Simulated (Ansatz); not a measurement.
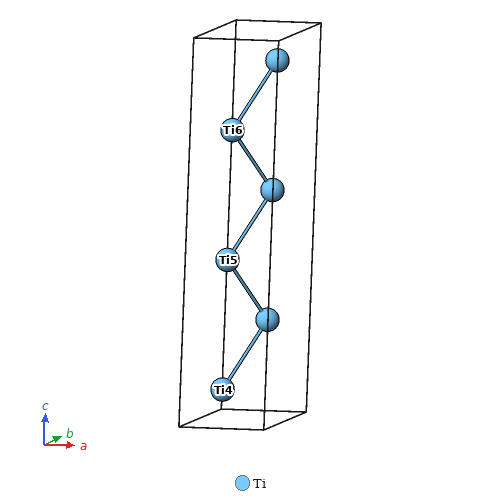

The system is Ti (P6_3/mmc, No. 194; 6 atoms in the cell); the picture shows the reference structure. Gamma surface: rigid slide across a plane, one fault a cell; the plane is (0 0 1) of the conventional cell. Places are given modulo a cell vector. The map is drawn in real space over the plane of the slide. Nothing is relaxed (rigid halves, spacing across the cut fixed). The grid has 9 × 9 points; 19 points were computed and 62 follow by symmetry. Energies are in J/m², from the lowest grid point. Method: DFT PBEsol, scalar-relativistic, plane waves, PAW (Ansatz). Settings: cutoff 520 eV, k-mesh 17×17×4 in the order of the run's cell vectors, gaussian smearing 0.15 eV, no spin polarisation.

Its coordinates:

```yaml
crystal:
  lattice:
    - [-1.45009, -2.51164, 0.00000]
    - [1.45009, -2.51164, 0.00000]
    - [0.00000, 0.00000, 13.77243]
  atoms:
    - { symbol: Ti, position: [0.66667, 0.66667, 0.91668] }
    - { symbol: Ti, position: [0.66667, 0.66667, 0.25002] }
    - { symbol: Ti, position: [0.66667, 0.66667, 0.58335] }
    - { symbol: Ti, position: [0.33333, 0.33333, 0.08335] }
    - { symbol: Ti, position: [0.33333, 0.33333, 0.41668] }
    - { symbol: Ti, position: [0.33333, 0.33333, 0.75002] }
```

Range: slide along a1 from 0.000 to 0.889; slide along a2 from 0.000 to 0.889.

Question: Predict the map.

Answer: The lowest grid point is at (0/9, 0/9) of the cell vectors. A higher local minimum lies near (6/9, 6/9) of the cell vectors (0.31 J/m² above the lowest at that grid point). These are metastable stacking faults of the rigid slide. The highest grid point, (3/9, 3/9) of the cell vectors, lies 1.12 J/m² above the lowest. On the interpolated surface the easiest way out of the lowest well to the well at (6/9, 6/9) of the cell vectors passes a barrier of about 0.41 J/m².

| slide along a2 ↓, slide along a1 → | 0/9 | 1/9 | 2/9 | 3/9 | 4/9 | 5/9 | 6/9 | 7/9 | 8/9 |
| --- | --- | --- | --- | --- | --- | --- | --- | --- | --- |
| 8/9 | 0.08 | 0.08 | 0.19 | 0.36 | 0.45 | 0.47 | 0.45 | 0.36 | 0.19 |
| 7/9 | 0.28 | 0.25 | 0.28 | 0.36 | 0.41 | 0.36 | 0.36 | 0.41 | 0.36 |
| 6/9 | 0.48 | 0.48 | 0.48 | 0.48 | 0.45 | 0.36 | 0.31 | 0.36 | 0.45 |
| 5/9 | 0.60 | 0.70 | 0.74 | 0.70 | 0.60 | 0.47 | 0.36 | 0.36 | 0.47 |
| 4/9 | 0.60 | 0.81 | 0.97 | 0.97 | 0.81 | 0.60 | 0.45 | 0.41 | 0.45 |
| 3/9 | 0.48 | 0.70 | 0.97 | 1.12 | 0.97 | 0.70 | 0.48 | 0.36 | 0.36 |
| 2/9 | 0.28 | 0.48 | 0.74 | 0.97 | 0.97 | 0.74 | 0.48 | 0.28 | 0.19 |
| 1/9 | 0.08 | 0.25 | 0.48 | 0.70 | 0.81 | 0.70 | 0.48 | 0.25 | 0.08 |
| 0/9 | 0.00 | 0.08 | 0.28 | 0.48 | 0.60 | 0.60 | 0.48 | 0.28 | 0.08 |

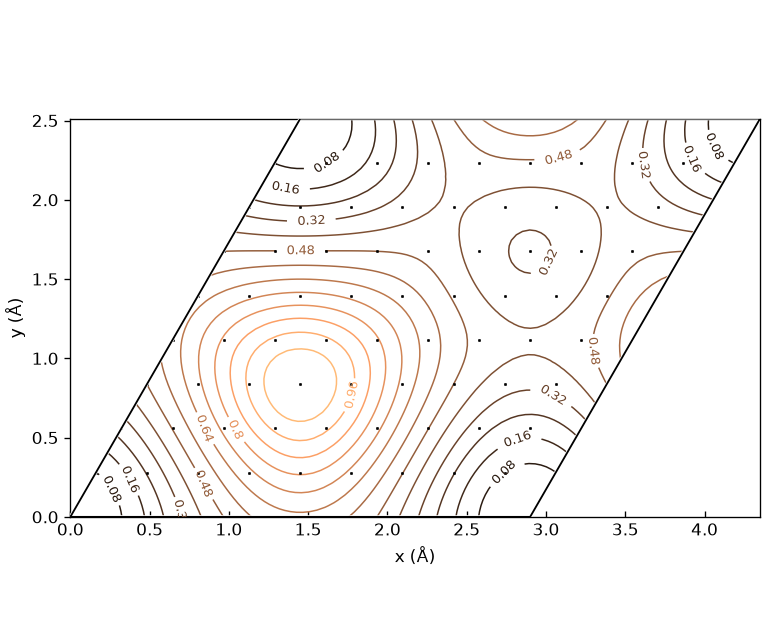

Drawn: contour lines labelled in J/m², dots at the grid points, the outline of one cell of the plane. Between grid points the surface is interpolated.

Each point was launched as `ansatz run input.yaml --threads 4 --pin off --max-ram 8192MiB --backend cpu --events-out ev --progress --plain --runs-dir out`. Time for the 19 points that were run: 14 min on 4 threads of Arm Neoverse V2 (shared host).

PAW datasets: the set soft_1.
